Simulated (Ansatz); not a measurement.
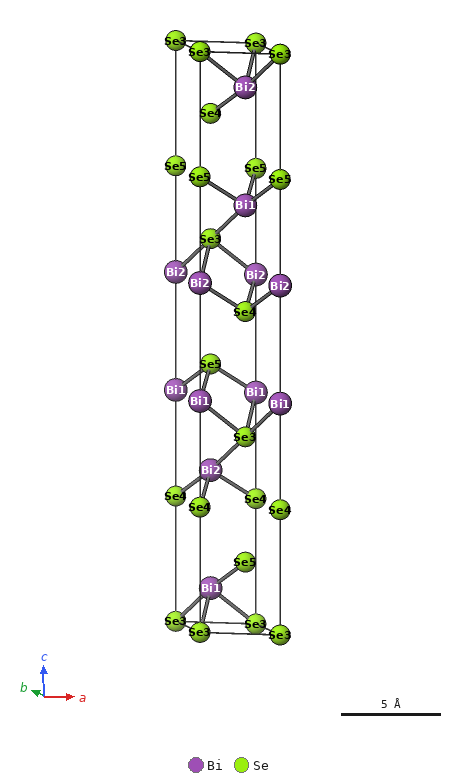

The input geometry (ball-and-stick view of the cell 3 times as large as that of the calculation, set on its symmetry axes, seen slightly off an axis; atoms are numbered from 1 in the order of the input). An atom can appear more than once, as a periodic image. Near neighbours in the periodic cell (some may lie outside the picture): Bi has 6 Se at 2.89 to 3.11 Å; Se has 6 Bi at 3.11 Å; Se has 3 Bi at 2.89 Å.

**Run report: Bi$_{2}$Se$_{3}$, single-point calculation**

- system: Bi$_{2}$Se$_{3}$ (R-3m, 5 atoms in the cell)
- method: DFT PBEsol, scalar-relativistic, plane waves, PAW, no spin polarisation (Ansatz 0.2.0)

The structure derives from a Materials Project entry. Figures and captions count atoms from 1; the log counts them from 0 in places.

## Output
```
basis.fft_grid_basis auto: the FFT boxes are laid along the combinations [[1, 0, -1], [0, 1, -1], [0, 0, 1]] of the cell's own vectors, 4.191, 4.191 and 10.266 Å long. The dense box has 30×30×72 points. Along the cell's own vectors, as sized, it would have 72×72×72, 5.76 times as many. Of the 12 symmetry operations that the crystal satisfies within crystal.symmetry.tolerance (time reversal apart; of a slab, those that keep its plane) the dense box along the cell's own vectors carries 12, and the one as laid loses 8 of those. basis.fft_grid_basis: typed keeps the cell's own vectors: state it where this run's energies or levels are differenced outside the engine with another run's, or held beside a run that keeps those vectors.
Engine: ansatz 0.2.0, x86_64-unknown-linux-gnu
Pseudopotentials: kind: paw
Pseudopotential: Bi, paw, valence charge 15, recommended cutoff 420 eV (normal), Bi.paw.azcp
Pseudopotential: Se, paw, valence charge 16, recommended cutoff 420 eV (normal), Se.paw.azcp
Functional definition: PBEsol
  exchange = pbesol_x
  correlation = pbesol_c
Crystal: 5 atoms, lattice volume = 151.778 Å³
Basis set: ecut = 420 eV, 2901 PW (Γ), FFT grids on a1−a3, a2−a3, a3, exchange–correlation on 60×60×144 points (8 copies of the dense FFT grid, shifted against one another)
Bands: 47, of which v1, the nominal top of the filled ones, is band 39 counted from 1 (38 counted from 0)
Symmetry: 12 space group operations
Space group: R-3m (ITA 166), of the structure as read, at distance tolerance 5.3e-5 Å
k-points: 32 of 216
Non-local potential: Bi, projectors of the file, l = 0: 2, l = 1: 2, l = 2: 2, l = 3: 2
Non-local potential: Se, projectors of the file, l = 0: 2, l = 1: 2, l = 2: 3, l = 3: 1
PAW form: soft (Blöchl's): semilocal exchange-correlation on the pseudo side does not see the compensation charge
PAW frozen core: Bi, regenerated for the run's functional, and the local potential with it (the file was generated under x = pbe(κ = 0.804, μ = 0.2195149727645171), c = pbe(β = 0.06672455060314922))
PAW frozen core: Se, regenerated for the run's functional, and the local potential with it (the file was generated under x = pbe(κ = 0.804, μ = 0.2195149727645171), c = pbe(β = 0.06672455060314922))
PAW one-centre angular grid: Bi, 590 points (default); XC on 64 Gauss nodes
PAW one-centre angular grid: Se, 590 points (default); XC on 64 Gauss nodes
Initial density: superposition of atomic densities (neutral atoms: chi_scale 0, normalization atom), corrected by the library's trained network
Initial wavefunctions: pseudopotential atomic-orbital guess
Functional: x = pbesol(κ = 0.804, μ = 0.12345679012345678), c = pbesol(β = 0.046)
SCF iter   1: F=—  HF=-40758.455129 eV  |F-HF|=—  |Δ(HF+E_count)|=         —  Δρ=2.97e-3  dr2=4.00e-2  ethr=1.77e-3  ⟨swp⟩=8.0  Hψ=5983  notcnv=0
preconditioner: auto → Resta (q_TF=auto, 2.442 Å⁻¹)  ε∞=4.1  [insulator: Δε(μ)=0.312 eV  Ē_g=9.127 eV  σ=0.100 eV  W_gap=0.97  n_scr=42 (ndim 8)  ℏωp=15.9 eV  f_vac=0.066  D(μ)=0.01/eV (n_scr^D=0)  ε∞_Penn≈4.1]
SCF iter   2: F=—  HF=-40758.446214 eV  |F-HF|=—  |Δ(HF+E_count)|=   8.91e-3  Δρ=1.25e-3  dr2=5.65e-3  ethr=5.13e-5  ⟨swp⟩=2.7  Hψ=2358  notcnv=0
SCF iter   3: F=—  HF=-40758.445624 eV  |F-HF|=—  |Δ(HF+E_count)|=   5.91e-4  Δρ=6.51e-4  dr2=1.09e-3  ethr=7.24e-6  ⟨swp⟩=1.6  Hψ=1558  notcnv=0
automatic band count: iteration 3 solves 46 bands in place of 47: the levels show a gap, and the empty bands left out lie too high to hold charge; the band table lists the bands solved (type scf.n_extra_bands for more)
SCF iter   4: F=—  HF=-40758.445617 eV  |F-HF|=—  |Δ(HF+E_count)|=   6.87e-6  Δρ=3.00e-4  dr2=1.96e-4  ethr=1.40e-6  ⟨swp⟩=2.5  Hψ=2454  notcnv=0
SCF iter   5: F=—  HF=-40758.445648 eV  |F-HF|=—  |Δ(HF+E_count)|=   3.06e-5  Δρ=1.07e-4  dr2=2.17e-5  ethr=2.51e-7  ⟨swp⟩=2.0  Hψ=1823  notcnv=0
SCF iter   6: F=—  HF=-40758.445653 eV  |F-HF|=—  |Δ(HF+E_count)|=   5.45e-6  Δρ=2.43e-5  dr2=1.57e-6  ethr=2.78e-8  ⟨swp⟩=2.0  Hψ=2385  notcnv=0
SCF iter   7: F=—  HF=-40758.445654 eV  |F-HF|=—  |Δ(HF+E_count)|=   1.20e-6  Δρ=1.15e-5  dr2=2.74e-7  ethr=2.02e-9  ⟨swp⟩=2.0  Hψ=2704  notcnv=0
SCF iter   8: F=-40758.445655 eV  HF=-40758.445655 eV  |F-HF|=3.78e-9  |Δ(HF+E_count)|=   5.02e-7  Δρ=3.12e-6  dr2=1.71e-8  ethr=1.28e-10  ⟨swp⟩=8.1  Hψ=6400  notcnv=0
SCF 1 converged in 8 iterations: F = -40758.445655 eV  dr2 = 1.71e-8
  greatest PAW one-centre occupation: 1.000 electrons in one spin orbital (limit 2), on the Se atom at site 4 (counted from 0), in its partial waves of l = 2
```

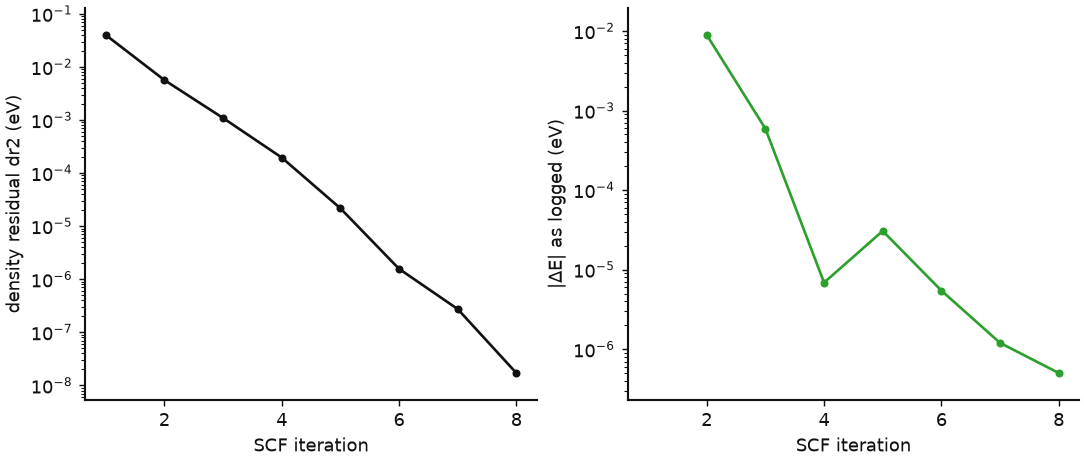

Convergence of the self-consistent field: density residual dr2 and size of the energy change against the SCF iteration. The residual falls at every step.

```
SCF converged after 8 iterations
Free energy (F): -40758.445655 eV
Harris-Foulkes:  -40758.445655 eV  (|F-HF|=3.78e-9)
Internal energy: -40758.445634 eV  (E = F + TS)
E sigma→0 (E₀):  -40758.445645 eV
Entropy (-TS):   -0.000020 eV (-0.004 meV/atom)
Fermi energy:    7.911970 eV
--- Per-component energies (eV) ---
  E_band       = -1420.530976
  E_kinetic    = 954.374280
  E_local      = -10871.000539  (includes V_loc(G=0)·N_el)
  E_nonlocal   = -650.078511
  E_hartree    = 4824.347562
  E_xc         = -609.756193
  E_vxc        = -581.089803  (∫ρ·V_xc dr)
  E_paw        = -26621.957916  (= ΣΔE_a)
  E_vpaw       = 78.575577  (= ΣTr[D̂ρ^β])
  E_aug_tail   = -0.002674  (compensation charges beyond the density's cutoff)
  E_ewald      = -7787.576499
  E_core_change = 3.204856  (= ΣΔE_core)
  E_smearing   = -0.000020  (= −TS)
  E_closure    = 0.000000  (closes the sum)
  Σ components = -40758.445655   (vs F -40758.445655, Δ=0.00e0)
--- Forces (eV/Å), atoms counted from 1 ---
  atom   1  Bi     0.00000000    -0.00000000    -0.00061799
  atom   2  Bi     0.00000000     0.00000000     0.00061799
  atom   3  Se     0.00000000     0.00000000     0.00000000
  atom   4  Se     0.00000000     0.00000000     0.19515080
  atom   5  Se     0.00000000    -0.00000000    -0.19515080
  max |Σ_I F_I| component: 0.00e0 eV/Å
--- Stress (GPa, compression-positive) ---
       -2.556234       0.000000       0.000000
        0.000000      -2.556234       0.000000
        0.000000       0.000000      -2.444868
  P = ⅓ Tr σ = -2.5191 GPa (-25.191 kbar)
--- Band table (eV; the first three rows and the last of 32) ---
  k-point 0: bands = ["-39.3937", "-39.3937", "-39.3937", "-39.3937", "-39.3874", "-39.3874", "-39.3872", "-39.3872", "-39.3843", "-39.3843", "-39.2901", "-39.2819", "-39.2819", "-39.2522", "-39.2522", "-15.0797", "-15.0797", "-15.0781", "-15.0781", "-15.0702", "-15.0681", "-15.0608", "-15.0608", "-15.0584", "-15.0584", "-6.1955", "-5.5878", "-4.6569", "-1.6445", "-0.8036", "5.8826", "5.9499", "6.1645", "6.1645", "6.2731", "6.2731", "6.7981", "6.7981", "7.7312", "8.0928", "9.3790", "9.3790", "9.9625", "10.5307", "10.5307", "13.7828"]
  k-point 1: bands = ["-39.3937", "-39.3937", "-39.3937", "-39.3937", "-39.3874", "-39.3874", "-39.3872", "-39.3872", "-39.3843", "-39.3843", "-39.2901", "-39.2819", "-39.2819", "-39.2522", "-39.2522", "-15.0829", "-15.0808", "-15.0743", "-15.0727", "-15.0673", "-15.0651", "-15.0634", "-15.0614", "-15.0609", "-15.0583", "-5.9574", "-5.3813", "-4.5357", "-1.7804", "-1.1052", "4.7177", "4.9960", "5.4175", "5.5723", "6.0891", "6.6942", "6.7636", "6.8641", "7.2369", "9.1407", "9.6546", "9.9106", "10.0500", "10.6958", "11.1997", "13.1429"]
  k-point 2: bands = ["-39.3937", "-39.3937", "-39.3936", "-39.3936", "-39.3874", "-39.3874", "-39.3873", "-39.3872", "-39.3842", "-39.3842", "-39.2901", "-39.2820", "-39.2819", "-39.2522", "-39.2521", "-15.0913", "-15.0878", "-15.0710", "-15.0679", "-15.0670", "-15.0652", "-15.0580", "-15.0575", "-15.0557", "-15.0553", "-5.2952", "-4.8657", "-4.3019", "-2.3038", "-1.8290", "3.3525", "4.3853", "4.7855", "4.9783", "5.4507", "5.7015", "6.5489", "6.7671", "7.2709", "8.9057", "10.0277", "10.2075", "10.8701", "11.4814", "12.1354", "12.2799"]
  k-point 31: bands = ["-39.3937", "-39.3937", "-39.3937", "-39.3937", "-39.3874", "-39.3874", "-39.3872", "-39.3872", "-39.3843", "-39.3843", "-39.2901", "-39.2819", "-39.2819", "-39.2522", "-39.2522", "-15.0797", "-15.0797", "-15.0781", "-15.0781", "-15.0702", "-15.0681", "-15.0609", "-15.0609", "-15.0584", "-15.0584", "-6.1150", "-5.7647", "-4.4963", "-1.8953", "-0.5895", "5.4740", "6.1108", "6.1108", "6.3992", "6.3992", "6.4574", "6.7006", "6.7006", "7.3802", "8.3850", "9.5530", "9.5530", "9.8930", "10.3374", "10.3375", "13.7729"]
```

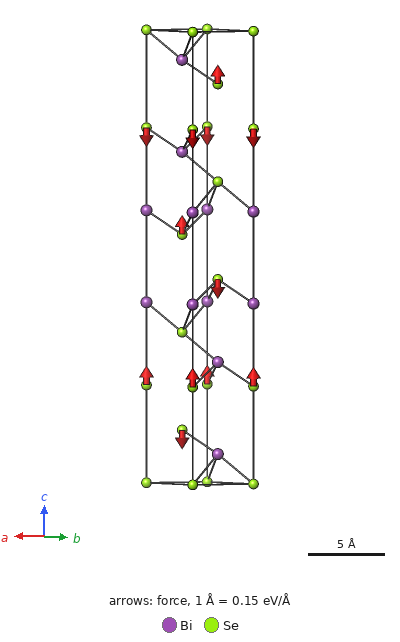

Forces on the atoms as red arrows (ball-and-stick view of the cell 3 times as large as that of the calculation, set on its symmetry axes, seen at an oblique angle). The largest act on Se4, Se5 (0.20 eV/Å). Atoms are counted from 1 in the order of the input and aren't labelled in the picture. The geometry is not a stationary point of this energy.

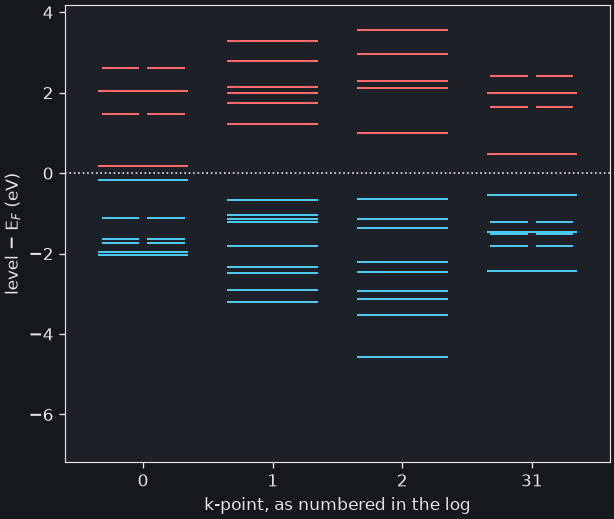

Kohn–Sham levels near the Fermi level (dotted) at the few k-points that the log prints; levels within 0.02 eV of each other stand side by side. Among these points the highest filled and lowest empty levels are 0.36 eV apart, which is the gap on the mesh.

This output came from the following input.

## The input
```yaml
crystal:
  lattice:
    - [2.09568326, 1.2099433, 9.97622907]
    - [-2.09568326, 1.2099433, 9.97622907]
    - [0.0, -2.41988659, 9.97622907]
  atoms:
    - { symbol: Bi, position: [0.398435, 0.398435, 0.398435] }
    - { symbol: Bi, position: [0.601565, 0.601565, 0.601565] }
    - { symbol: Se, position: [1.0, 0.0, 0.0] }
    - { symbol: Se, position: [0.215715, 0.215715, 0.215715] }
    - { symbol: Se, position: [0.784285, 0.784285, 0.784285] }
basis:
  ecutwfc: 420
kpoints:
  mp_grid: { grid: [6, 6, 6] }
hamiltonian:
  xc: pbesol
scf:
  occupations: { method: gaussian, width: 0.1 }
output:
  forces: true
  stress: true
  eigenvalues: true
```

Launched with:
```bash
ansatz run input.yaml --threads 4 --pin off --max-ram 10240MiB --backend cpu --events-out ev --progress --plain --runs-dir out
```

## Key numbers

- outcome: converged
- space group (tolerance 0.01 Å): R-3m (166)
- electrons treated: 78
- free energy: −40758.4457 eV
- Fermi energy: 7.912 eV
- gap on the k-point mesh: 0.36 eV
- pressure: −2.52 GPa
- largest force (length of the vector): 0.195 eV/Å
- hardware: 4 threads of Intel Xeon @ 2.90GHz (Ice Lake), 192 GiB of memory available, shared host
- wall time: 4.3 s (CPU time 15 s)
- peak memory: 0.61 GiB

## Remarks

Spin–orbit coupling is left out, which matters for Bi.
